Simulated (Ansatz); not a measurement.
Al$_{12}$H (slab)

```yaml
crystal:
  lattice:
    - [5.71430, 0.00000, 0.00000]
    - [-2.85715, 4.94873, 0.00000]
    - [0.00000, 0.00000, 20.10164]
  atoms:
    - { symbol: Al, position: [0.33333, 0.16667, 0.19899] }
    - { symbol: Al, position: [0.33333, 0.66667, 0.19899] }
    - { symbol: Al, position: [0.83333, 0.16667, 0.19899] }
    - { symbol: Al, position: [0.83333, 0.66667, 0.19899] }
    - { symbol: Al, position: [0.16667, 0.33333, 0.31345] }
    - { symbol: Al, position: [0.16667, 0.83333, 0.31345] }
    - { symbol: Al, position: [0.66667, 0.33333, 0.31345] }
    - { symbol: Al, position: [0.66667, 0.83333, 0.31345] }
    - { symbol: Al, position: [0.00000, 0.00000, 0.42791] }
    - { symbol: Al, position: [0.00000, 0.50000, 0.42791] }
    - { symbol: Al, position: [0.50000, 0.00000, 0.42791] }
    - { symbol: Al, position: [0.50000, 0.50000, 0.42791] }
    - { symbol: H, position: [0.00000, 0.08333, 0.50586] }
```

A point of a scan over the structure, not its minimum; not relaxed (largest force 0.5 eV/Å); computed without spin polarisation.

These are results of DFT PBE, scalar-relativistic, plane waves, PAW in Ansatz, not measurements.

The density is the valence pseudo-density of a PAW calculation; it isn't the true density close to the nuclei.

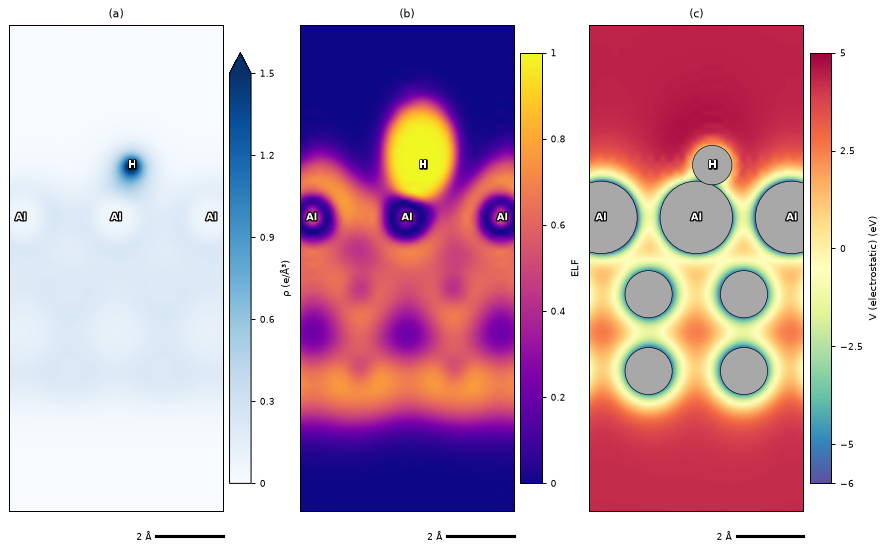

Figure 1. (a) valence charge density (pseudo); (b) electron localisation function; (c) electrostatic potential energy of an electron on the (100) plane of the calculation cell, a cut from vacuum to vacuum. Grey discs cover the atomic cores in the potential map.

> What do the fields say about this system?

- Atoms in the plane: Al and H.
- Atoms just off the plane (Al, 0.8 Å away) can leave unmarked features too.
- Al–H (1.64 Å): the density is about 0.41 e/Å³ at the midpoint; the ELF is about 1 at the midpoint.
- Al–Al (2.86 Å): ρ is about 0.21 e/Å³ halfway; the ELF peaks at about 0.75 between the atoms.
- The density dies away to nearly zero in the vacuum.

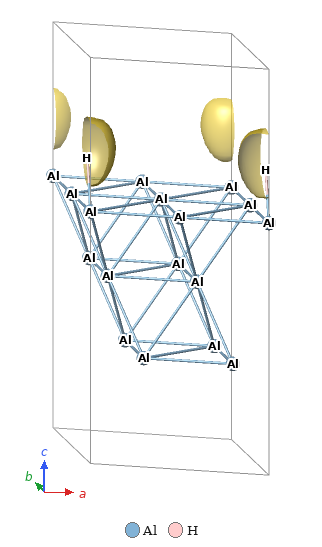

Figure 2. Isosurface of the electron localisation function at 0.9 (yellow), seen slightly off an axis. Only the valence region is drawn (cores and ρ < 0.01 e/Å³ removed). Sticks mark near contacts.

> Describe the localisation domains.

The ELF exceeds this value in one region around a hydrogen nucleus, counted in one cell of 13 atoms. Counts are for one cell; the picture repeats the cell along the surface. Profiles from the grid: Al–Al (2.83 Å): the ELF peaks at about 0.65 between the atoms.

> Does the calculation give a band gap?

It is gapless in this calculation (a metal or semimetal).
